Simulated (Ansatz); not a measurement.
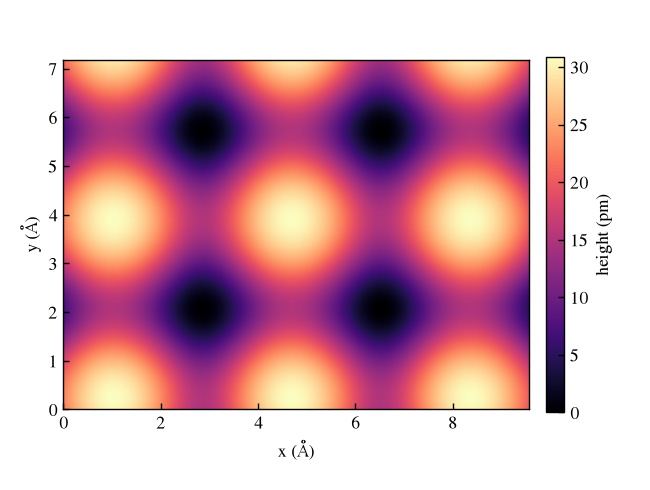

Simulated STM image (constant-current image at a set point of 3.7 × 10⁻⁶ e/Å³, sample bias −2.50 V).

Model: Tersoff–Hamann, s-wave tip, no tip–sample forces. Zero bias is put in the middle of the gap by convention. Bias windows are sharp sums over the levels of the k mesh.

Give the periodicity of the image.

Answer. The pattern repeats on a square lattice with shortest vectors of 3.7 Å at 90°, a cell of 13.5 Å².

The surface:

MgS(100) (Fm-3m bulk, 5 atomic planes (those closer than 0.6 Å count as one), 10 Å, MgS-terminated). The brightest spots lie over the top S atoms; the darkest points are over the top Mg atoms.

Level of theory: Ansatz, DFT LDA, scalar-relativistic, plane waves, PAW. Cutoff 420 eV, 16 × 16 k-points, Gaussian smearing 0.05 eV, dipole correction. The slab is a cut without reconstruction beyond its cell, at the source's lattice constants, with its lower half held fixed and the rest relaxed. No spin polarisation. The run warns that the functional's potential is rough in the thin density of the vacuum, where the tip is; weak contrasts and barriers may feel it.
